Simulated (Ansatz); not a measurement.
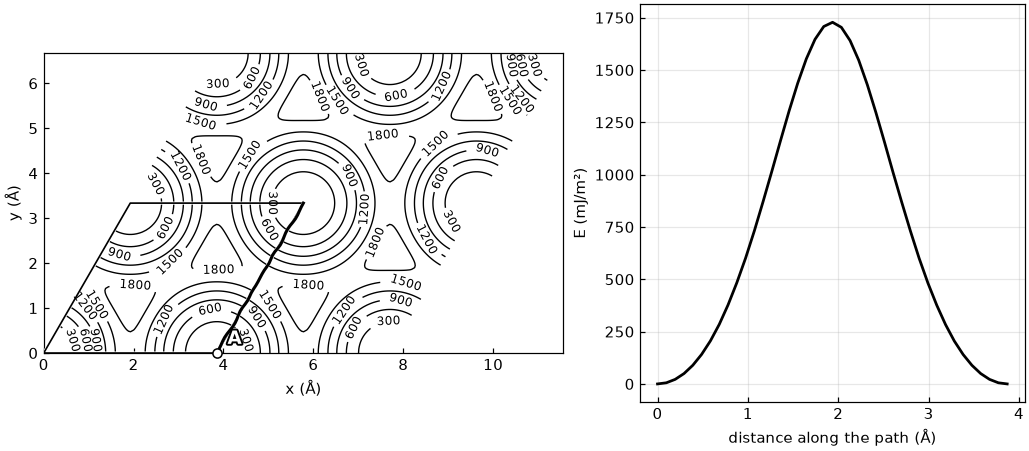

Si (P6_3/mmc, No. 194; 8 atoms in the cell). 
- Gamma surface: rigid slide across a plane, one fault a cell; the plane is (0 0 1) of the conventional cell.
- Places are given modulo a cell vector. The map is drawn in real space over the plane of the slide.
- Nothing is relaxed (rigid halves, spacing across the cut fixed).
- The scan uses a 12 × 12 grid; 19 points were computed and 125 follow by symmetry.
- Energies are in mJ/m², from the lowest grid point.
- The band gap closes in part of the range.
- Method: Ansatz, DFT PBE, scalar-relativistic, plane waves, PAW. Settings: cutoff 420 eV, k-mesh 10×10×3 in the order of the run's cell vectors, gaussian smearing 0.05 eV, no spin polarisation.

Drawn: contour lines labelled in mJ/m², a line along the lowest path, the outline of one cell of the 2 × 2 shown, the energy along the path at the right, the start A. Between grid points the surface is interpolated.

Describe the path and its barrier.

Answer. The easiest path leads from the well at (0/12, 0/12) of the cell vectors to its copy one period on. Its highest point lies about 1700 mJ/m² above the bottom of the first well on the interpolated surface, at (0/12, 6/12) of the cell vectors. The start is the relaxed structure and all else is held, so a fully relaxed path at this level can only be lower.

PAW datasets: the set soft_1.
